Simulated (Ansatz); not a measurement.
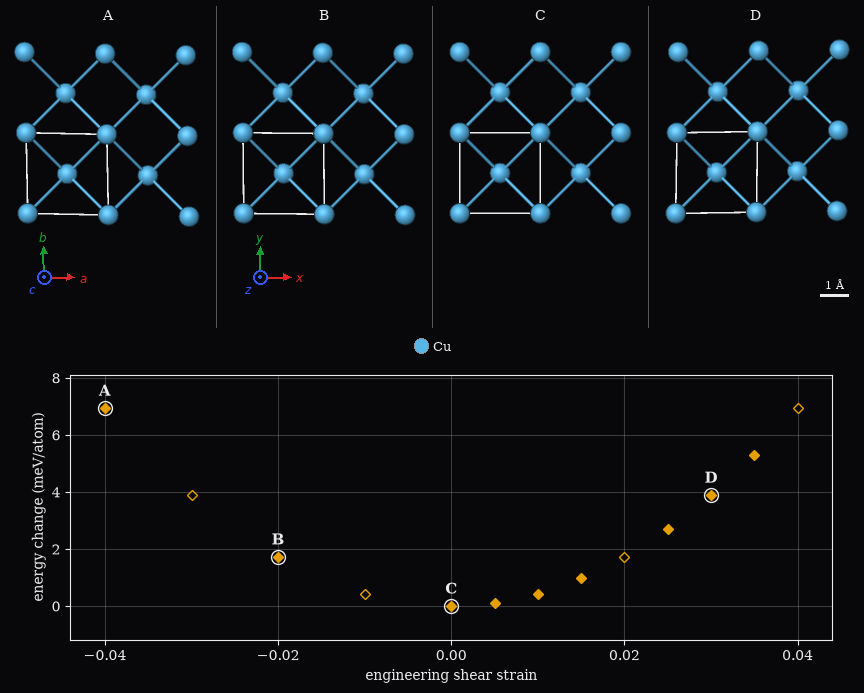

A scan of solid Cu (I4/mmm): the cell is strained in shear in the xy plane, with the atoms kept at their fractional coordinates. x, y and z are the Cartesian axes of the input. The lettered frames are marked on the plot. Hollow markers are points alike by symmetry, not computed again. Style: ball-and-stick. Shown: the conventional cell (2 times the calculation's cell), repeated 2 × 2 × 3 with one cell outlined, along the c axis. Lengths and directions refer to the drawn axes.

Method: DFT PBEsol, scalar-relativistic, plane waves, PAW (Ansatz 0.2.0). (plane-wave cutoff 420 eV; k-point mesh 30 × 30 × 30; occupations gaussian; smearing width 0.15 eV; no spin polarisation). Energies (free energies at the smearing named) are counted from the relaxed crystal.

### What does the scan show?

The lowest computed point lies at the strain 0.00 (0.00 meV/atom). The curvature at zero strain, (1/V) d²E/dε², is about 120 GPa; it is C₆₆ with clamped ions. The distortion takes the space group from I4/mmm to Fmmm. At the strain −0.04 the cell of the drawing goes a 2.890 → 2.891 Å, b 2.890 → 2.891 Å, γ 90.0° → 92.3°.
